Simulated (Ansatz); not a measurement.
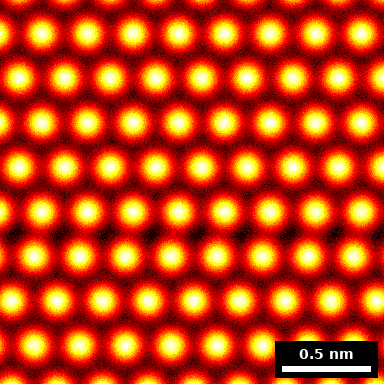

iDPC-like image of Ge (C2/m, No. 12) along [001]. Simulated as the projected potential of neutral atoms (B = 0.8 Å²) blurred by a 1.10 Å probe, the thin-sample limit of integrated differential phase contrast. The display is stretched by a gamma of 0.65; percentages refer to the linear signal. Shot noise was added.

One planar defect was built into the perfect crystal by geometry alone, without relaxation. Host structure: the end point of a relaxation with DFT PBE, scalar-relativistic, plane waves, PAW in Ansatz 0.2.0; the starting structure was generated, so it need not be a known form of this composition.

### Find the planar defect and say what kind it is.

A planar fault (a stacking fault) runs horizontally about 13 Å below the top edge. The part above it is shifted along the boundary by 2/3 of the 2.62 Å repeat of the rows (1.7 Å to the right, the same as 0.9 Å to the left); both parts keep the same orientation.
